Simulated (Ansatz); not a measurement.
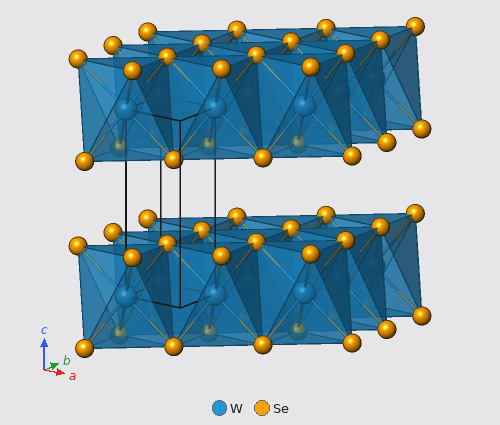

Polyhedra are drawn about W (bonds: Se–W below 2.9 Å); other atoms are plain spheres.

System WSe₂ (space group P-3m1, No. 164); source of the atomic positions: coordinates from a relaxation with Ansatz 0.2.0, DFT, PBEsol, plane waves, PAW; the starting structure was generated, so it need not be a known form of this composition.

Sharing among the drawn polyhedra:

```json
{"site": "W", "polyhedron": "WSe6 octahedron", "corner-sharing neighbours": "0", "edge-sharing": "6", "face-sharing": "0", "bond (Å)": "2.54"}
```

They form layers of edge-sharing octahedra parallel to (001).
